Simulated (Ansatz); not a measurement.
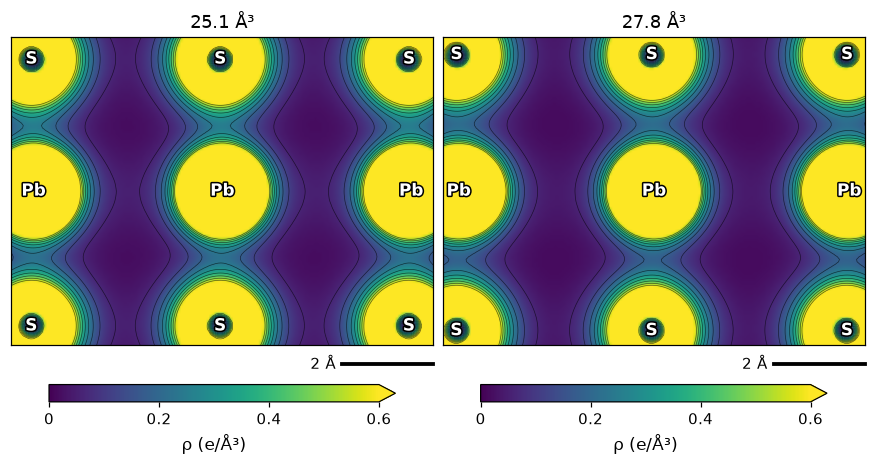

PbS. The valence charge density (pseudo) of cells scaled evenly to different volumes (given per atom above each panel), on the (011̄) plane of each (indices in the axes of the cell below), at one length scale and on one colour scale.

A structure from a database of computed crystals, not necessarily the ambient phase.

Method: Ansatz 0.2.0, Kohn-Sham DFT of a periodic cell, r2SCAN, Ansatz PAW.

Core electrons are frozen (PAW), and the valence fields are smoothed inside the atomic spheres.

The largest cell:

```
CELL_PARAMETERS angstrom
2.14046 1.23580 3.49734
-2.14046 1.23580 3.49734
0.00000 -2.47159 3.49734
ATOMIC_POSITIONS crystal
Pb 0.98057 0.98057 0.98057
S 0.47504 0.47504 0.47504
```

| volume (Å³/atom) | Pb–S contact in the plane (Å) | ρ at its midpoint (e/Å³) | pressure (GPa) | gap on the mesh (eV) | 
| --- | --- | --- | --- | --- |
| 25.08 | 2.895 | 0.253 | 4.0 | 0.46 | 
| 26.69 | 2.956 | ? | ? | ? | 
| 27.75 | 2.995 | 0.213 | −2.1 | 0.84 | 

### What values belong in the row with question marks?

Over the known rows ln ρ falls by 1.72 per Å of Pb–S distance (the line through the two), which gives 0.228 e/Å³ at 2.956 Å; the calculation gives 0.228 e/Å³. For the pressure, a straight line in volume between the neighbouring rows gives 0.3 GPa; the calculation gives 0.0, lower because pressure rises ever faster on compression. For the gap on the mesh, a straight line in volume between the neighbouring rows gives 0.69 eV; the calculation gives 0.71.
